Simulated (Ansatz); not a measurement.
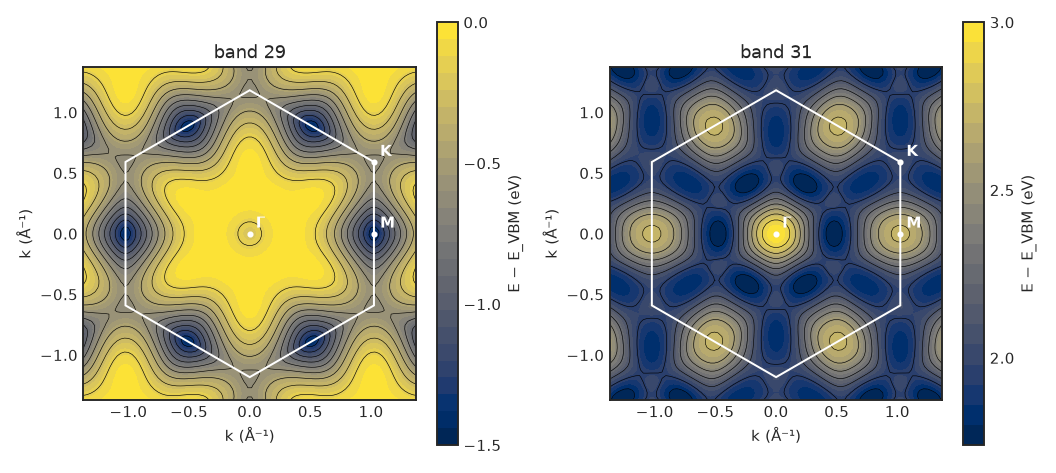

Two bands of a single layer of PtS₂ (space group of the slab cell P-3m1) over the plane of the sheet: the highest mostly filled and the lowest mostly empty one.

Method: DFT PBE, spin-orbit coupling, plane waves, PAW; levels and slopes on a dense k mesh at the converged density in Ansatz 0.2.0. Non-magnetic. With an inversion centre and no moment every band is doubly degenerate; a pair is shown and named once. Mesh 42×42×1, interpolated with the band slopes. Cell and positions as given, without relaxation.

Question: Give both levels and their distance at the named points.

Answer:
| point | lower band (eV) | upper band (eV) | distance (eV) |
| --- | --- | --- | --- |
| Γ | −0.20 | 3.00 | 3.20 |
| K | −0.63 | 2.06 | 2.69 |
| M | −1.46 | 2.73 | 4.20 |

Question: Where are the band edges of the whole zone?

Answer: The valence band has six equivalent maxima on the K–Γ line, nearly flat in one direction, with mass 1.26 mₑ across; the conduction band has six equivalent minima on the Γ–M line, principal masses 0.29 and 0.70 mₑ. The gap is indirect, 1.74 eV at this level of theory, which underestimates gaps and can reorder valleys that lie close. Another valley lies within 0.05 eV of an edge, so the kind of gap can change with the cell or the functional.
